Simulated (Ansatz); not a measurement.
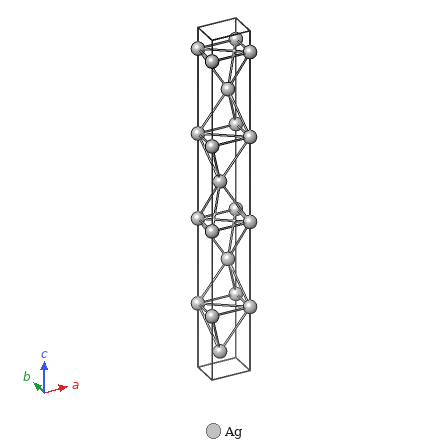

System: Ag, space group P6_3/mmc (No. 194). The picture shows the cell.

Structure:
```yaml
crystal:
  lattice:
    - [-2.90521, 0.00000, 0.00000]
    - [-1.45260, -2.51598, 0.00000]
    - [0.00000, 0.00000, 18.93399]
  atoms:
    - { symbol: Ag, position: [0.33333, 0.33333, 0.06250] }
    - { symbol: Ag, position: [0.33333, 0.33333, 0.56250] }
    - { symbol: Ag, position: [0.66667, 0.66667, 0.31250] }
    - { symbol: Ag, position: [0.66667, 0.66667, 0.81250] }
    - { symbol: Ag, position: [0.00000, 0.00000, 0.93750] }
    - { symbol: Ag, position: [0.00000, 0.00000, 0.43750] }
    - { symbol: Ag, position: [0.00000, 0.00000, 0.18750] }
    - { symbol: Ag, position: [0.00000, 0.00000, 0.68750] }
```

How it was computed, with Ansatz 0.2.0: rigid opening of a crystal across a plane by lengthening cell vector c along the normal, one cut a cell, unrelaxed, by plane-wave density functional theory with PAW datasets, free energies less that of the undisturbed cell; scalar-relativistic. Level: r2SCAN, no spin polarisation.

```tsv
setting	value
wave cutoff	500 eV
k mesh	18×18×3
occupations	Gaussian
smearing width	0.15 eV
k shift	(0, 0, 0) (mesh steps)
start	relaxed
height of the cut	0 (fraction of cell vector c)
```

Describe the result: the separation energy and traction against opening. The opening takes the values −0.30, −0.15, 0.00, 0.25, 0.50, 0.75, 1.00, 1.50, 2.00, 3.00, 4.50, 6.00 Å.

The energy levels off at about 1810 mJ/m², the work of separating the two rigid halves, or 907 mJ/m² for each new face on average. The energy rises on both sides of the starting structure, which is therefore a minimum along this path. The separation energy is 438.3 mJ/m² at opening −0.30 Å and 1813.7 mJ/m² at 6.00 Å; the lowest computed point is at opening 0.00 Å (0.0 mJ/m²). The traction goes from −34.70 GPa at opening −0.30 Å to 0.01 GPa at 6.00 Å, not monotonically, with a high of 11.79 GPa at 0.50 Å.

```json
{"opening (Å)": "-0.30", "separation energy (mJ/m²)": "438.3", "traction (GPa)": "-34.70"}
{"opening (Å)": "-0.15", "separation energy (mJ/m²)": "91.8", "traction (GPa)": "-13.19"}
{"opening (Å)": "0.00", "separation energy (mJ/m²)": "0.0", "traction (GPa)": "-0.22"}
{"opening (Å)": "0.25", "separation energy (mJ/m²)": "140.6", "traction (GPa)": "9.61"}
{"opening (Å)": "0.50", "separation energy (mJ/m²)": "417.8", "traction (GPa)": "11.79"}
{"opening (Å)": "0.75", "separation energy (mJ/m²)": "706.0", "traction (GPa)": "11.00"}
{"opening (Å)": "1.00", "separation energy (mJ/m²)": "960.3", "traction (GPa)": "9.28"}
{"opening (Å)": "1.50", "separation energy (mJ/m²)": "1333.4", "traction (GPa)": "5.78"}
{"opening (Å)": "2.00", "separation energy (mJ/m²)": "1556.1", "traction (GPa)": "3.32"}
{"opening (Å)": "3.00", "separation energy (mJ/m²)": "1749.5", "traction (GPa)": "0.96"}
{"opening (Å)": "4.50", "separation energy (mJ/m²)": "1808.2", "traction (GPa)": "0.10"}
{"opening (Å)": "6.00", "separation energy (mJ/m²)": "1813.7", "traction (GPa)": "0.01"}
```

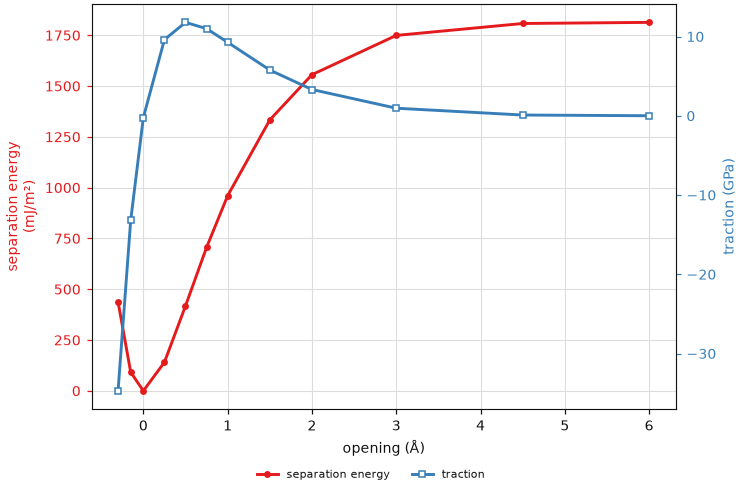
